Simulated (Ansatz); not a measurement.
A series of calculations on H$_{20}$CO$_{9}$

Part 1: Relaxation

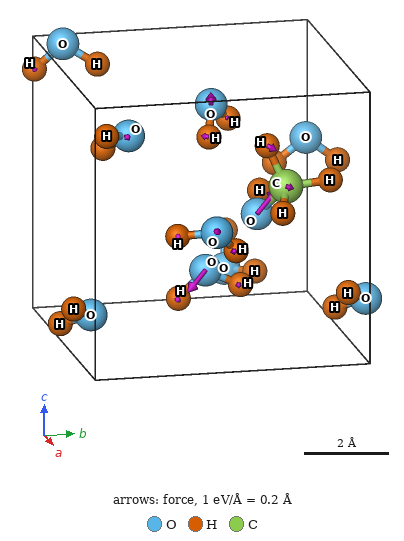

Starting geometry of an amorphous cell of composition H$_{20}$CO$_{9}$ with the computed forces as purple arrows. Style: ball-and-stick. Shown: the cell of the calculation, slightly off an axis.

The cell holds 8 H2O + 1 CH3OH. The run prepares the start of a later molecular dynamics calculation, from a guessed geometry.

Computed with Ansatz 0.2.0, DFT PBE-D3(BJ), scalar-relativistic, plane waves, PAW.

The input:
```yaml
crystal:
  lattice:
    - [6.745997, 0.0, 0.0]
    - [0.0, 6.745997, 0.0]
    - [0.0, 0.0, 6.745997]
  atoms:
    - { symbol: O, position: [0.7001578, 1.0532009, 0.1571598] }
    - { symbol: H, position: [0.601622, 0.9631567, 0.104274] }
    - { symbol: H, position: [0.801049, 0.966475, 0.2111389] }
    - { symbol: O, position: [0.4986657, 0.5358338, 0.8492691] }
    - { symbol: H, position: [0.6060391, 0.5032235, 0.7597054] }
    - { symbol: H, position: [0.410825, 0.6171851, 0.7700219] }
    - { symbol: O, position: [0.9953921, 0.4437219, 0.5149806] }
    - { symbol: H, position: [0.9246614, 0.5297745, 0.4243922] }
    - { symbol: H, position: [0.9362919, 0.3146392, 0.4935569] }
    - { symbol: O, position: [0.1702772, 0.955314, 0.6143493] }
    - { symbol: H, position: [0.1775602, 1.0693023, 0.5273564] }
    - { symbol: H, position: [0.1552828, 0.8441377, 0.5247438] }
    - { symbol: O, position: [0.1996476, 0.0643197, 1.021037] }
    - { symbol: H, position: [0.2268294, 0.1837296, 0.9460932] }
    - { symbol: H, position: [0.1547648, -0.029406, 0.9219654] }
    - { symbol: O, position: [0.6134864, 0.489221, 0.2724202] }
    - { symbol: H, position: [0.6059757, 0.6181365, 0.2096624] }
    - { symbol: H, position: [0.5835346, 0.3971716, 0.1663828] }
    - { symbol: O, position: [0.0155576, 0.6936016, 0.1067012] }
    - { symbol: H, position: [-0.0600587, 0.7147654, 0.2269028] }
    - { symbol: H, position: [0.1300542, 0.7788271, 0.1222347] }
    - { symbol: O, position: [0.6106865, 0.2099819, 0.782836] }
    - { symbol: H, position: [0.5062612, 0.1399391, 0.7135286] }
    - { symbol: H, position: [0.7070524, 0.1078565, 0.8128052] }
    - { symbol: C, position: [0.6422345, 0.7756424, 0.5717948] }
    - { symbol: O, position: [0.497961, 0.7033422, 0.435965] }
    - { symbol: H, position: [0.7859816, 0.7312706, 0.5130316] }
    - { symbol: H, position: [0.3687462, 0.7416181, 0.4861029] }
    - { symbol: H, position: [0.6393781, 0.9377095, 0.5843216] }
    - { symbol: H, position: [0.625, 0.7113105, 0.7201025] }
basis:
  ecutwfc: 420.0
kpoints:
  mp_grid: { grid: [1, 1, 1] }
hamiltonian:
  xc: pbe
  dispersion: d3bj
scf:
  occupations: { method: fermi_dirac, width: 0.02 }
  lower_state_search: "off"
relax:
  f_tol: 0.3
  max_steps: 15
  adjacent_minimum: "off"
output:
  write_density: true
  write_potential: true
  elf: true
  volumetric_format: npy
```

Run as
```bash
ansatz run input.yaml --threads 1 --pin off --max-ram 3072MiB --backend cpu --events-out ev --progress --plain --runs-dir out
```

> What follows when this structure is relaxed?

It isn't relaxed: the largest force vector, on O26, is 4.13 eV/Å. The final displacements follow the starting forces only in part (cosine between the two patterns 0.30). H6 moves most: 1.49 Å roughly along [−1 −1 0]. By element the largest moves are H 1.49 Å, O 1.32 Å, C 0.19 Å. The cell stays as it was. Some distances before and after: O10–H11 0.969 → 1.007 Å, O1–H2 0.969 → 0.996 Å, O13–H14 0.969 → 0.992 Å, C25–H27 1.090 → 1.099 Å. Bond angles that change, for instance: H2–O1–H3 104.0° → 109.5°, H20–O19–H21 104.0° → 108.4°, H17–O16–H18 104.0° → 107.3°. After 12 geometry steps the energy has fallen by 199 meV per atom. Largest force component: 2.9 eV/Å at the start, 0.21 eV/Å at the end. Cost: 24 s on 1 thread of AMD EPYC 7B13 (Zen 3) (shared host), peak memory 0.45 GiB.

Limits of the set-up: the periodic images lie only 6.7 Å apart, so the values are limited by the cell's size.

Part 2: Dynamics

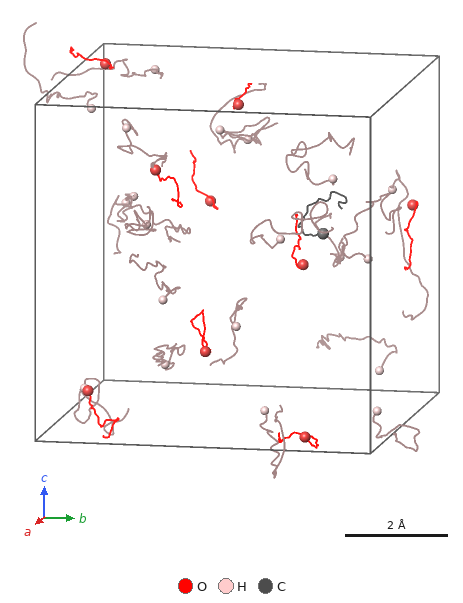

Molecular dynamics of a periodic cell with 8 H2O + 1 CH3OH at 0.953 g/cm³, 150 fs long. Lines trace each atom's path, in the colour of its element; spheres stand at the starting positions. Seen slightly off an axis in the simulation cell.

The calculation used Ansatz 0.2.0, DFT PBE-D3(BJ), scalar-relativistic, plane waves, PAW. Set-up: plane-wave cutoff 420 eV; k-point mesh 1 × 1 × 1; Fermi-Dirac smearing 0.02 eV; Langevin thermostat (NVT); set temperature 1500 K; time step 0.5 fs; H given the mass 2.014 u; friction 0.02 per fs.

Question: What do the traces tell about the motion?

Answer: Root-mean-square distances from the starting positions over the second half, with the common drift of all atoms taken out: H 1.15 Å, O 0.77 Å, C 0.75 Å. The heavy atoms stay within a fraction of a molecule's size of their starting places; so short a run doesn't tell a liquid from a solid. Bond changes: 2 H–O bonds form between 24 fs and 86 fs; 2 H–O bonds break between 46 fs and 114 fs.

Limits of the set-up: masses were changed (H 2.014 u), which shifts the vibrations; the periodic images lie only 6.7 Å apart, so the values are limited by the cell's size.

Cost: 5.9 min on 1 thread of AMD EPYC 7B13 (Zen 3), with other jobs on the host, peak memory 0.44 GiB.

Part 3: Dynamics

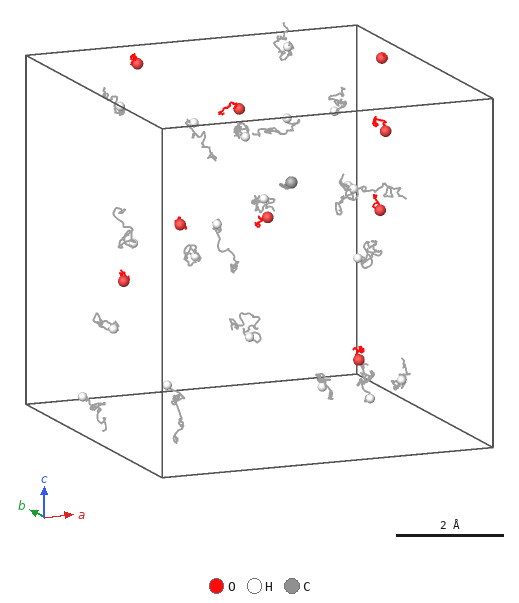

A Born-Oppenheimer molecular dynamics run of a periodic cell with 8 H2O + 1 CH3OH at 0.953 g/cm³, 100 fs long. It starts from the last geometry of an earlier run, with fresh velocities. Lines trace each atom's path, in the colour of its element; spheres stand at the starting positions. Seen slightly off an axis in the simulation cell.

Computed with DFT PBE-D3(BJ), scalar-relativistic, plane waves, PAW in Ansatz. Set-up: plane-wave cutoff 420 eV; k-point mesh 1 × 1 × 1; Fermi-Dirac smearing 0.02 eV; Langevin thermostat (NVT); set temperature 1500 K; time step 0.5 fs; H given the mass 2.014 u; friction 0.5 per fs.

Input file:
```yaml
crystal:
  lattice:
    - [6.745997, 0.0, 0.0]
    - [0.0, 6.745997, 0.0]
    - [0.0, 0.0, 6.745997]
  atoms:
    - { symbol: O, position: [0.70449913, 1.07074954, -0.08273094] }
    - { symbol: H, position: [0.57010916, 1.1183742, -0.02418778] }
    - { symbol: H, position: [0.77099565, 0.95128853, -0.03189968] }
    - { symbol: O, position: [0.41962668, 0.45357855, 0.9250772] }
    - { symbol: H, position: [0.47511842, 0.5431755, 0.82169582] }
    - { symbol: H, position: [0.28021992, 0.44714019, 0.89919171] }
    - { symbol: O, position: [1.1432593, 0.21511344, 0.66774109] }
    - { symbol: H, position: [1.21470117, 0.27849002, 0.55738796] }
    - { symbol: H, position: [1.02154214, 0.26270706, 0.61505531] }
    - { symbol: O, position: [0.24519621, 0.8775752, 0.35722472] }
    - { symbol: H, position: [0.27012374, 1.01437133, 0.37658131] }
    - { symbol: H, position: [0.20820081, 0.86302646, 0.22671365] }
    - { symbol: O, position: [0.29128686, -0.11120452, 0.97423689] }
    - { symbol: H, position: [0.2083761, -0.18575958, 0.87491453] }
    - { symbol: H, position: [0.34312482, -0.20380919, 1.06811664] }
    - { symbol: O, position: [0.76004716, 0.40182559, 0.18730101] }
    - { symbol: H, position: [0.63870736, 0.37581095, 0.1260027] }
    - { symbol: H, position: [0.82988588, 0.25829678, 0.15388689] }
    - { symbol: O, position: [-0.07214781, 0.64165154, -0.0125144] }
    - { symbol: H, position: [0.03303335, 0.66392072, 0.0896284] }
    - { symbol: H, position: [-0.15265119, 0.53073062, 0.04175409] }
    - { symbol: O, position: [0.7802852, 0.29510663, 0.63709714] }
    - { symbol: H, position: [0.7158843, 0.3021377, 0.50344779] }
    - { symbol: H, position: [0.67733385, 0.23938703, 0.71894135] }
    - { symbol: C, position: [0.71355604, 0.78497071, 0.61936083] }
    - { symbol: O, position: [0.57418077, 0.62007017, 0.56588995] }
    - { symbol: H, position: [0.8850977, 0.78651595, 0.59497639] }
    - { symbol: H, position: [0.45266685, 0.69630262, 0.54085914] }
    - { symbol: H, position: [0.68211305, 0.90991962, 0.54906616] }
    - { symbol: H, position: [0.70923906, 0.80659299, 0.79908654] }
basis:
  ecutwfc: 420.0
kpoints:
  mp_grid: { grid: [1, 1, 1] }
hamiltonian:
  xc: pbe
  dispersion: d3bj
scf:
  occupations: { method: fermi_dirac, width: 0.02 }
  lower_state_search: "off"
  max_iter: 85
md:
  timestep: 0.5
  n_steps: 200
  ensemble: nvt_langevin
  temperature: 1500.0
  initial_velocities: maxwell_boltzmann
  seed: 692796
  friction: 0.5
  masses: [{ species: H, mass: 2.014 }]
```

Run as
```bash
ansatz run input.yaml --threads 1 --pin off --max-ram 3072MiB --backend cpu --events-out ev --progress --plain --runs-dir out
```

### What do the traces tell about the motion?

Root-mean-square distances from the starting positions over the second half, with the common drift of all atoms taken out: H 0.54 Å, O 0.24 Å, C 0.18 Å. The heavy atoms stay within a fraction of a molecule's size of their starting places; so short a run doesn't tell a liquid from a solid. The mean temperature in the second half is 1560 K (standard deviation 206 K). The potential energy in the second half lies on average 3.1 meV per atom below the first frame. The friction is so strong that the slow modes are overdamped, and the motion no longer resembles free dynamics.

Limits of the set-up: masses were changed (H 2.014 u), which shifts the vibrations; the periodic images lie only 6.7 Å apart, so the values are limited by the cell's size.

The run took 4.4 min on 1 thread of AMD EPYC 7B13 (Zen 3), with other jobs on the host, peak memory 0.45 GiB.
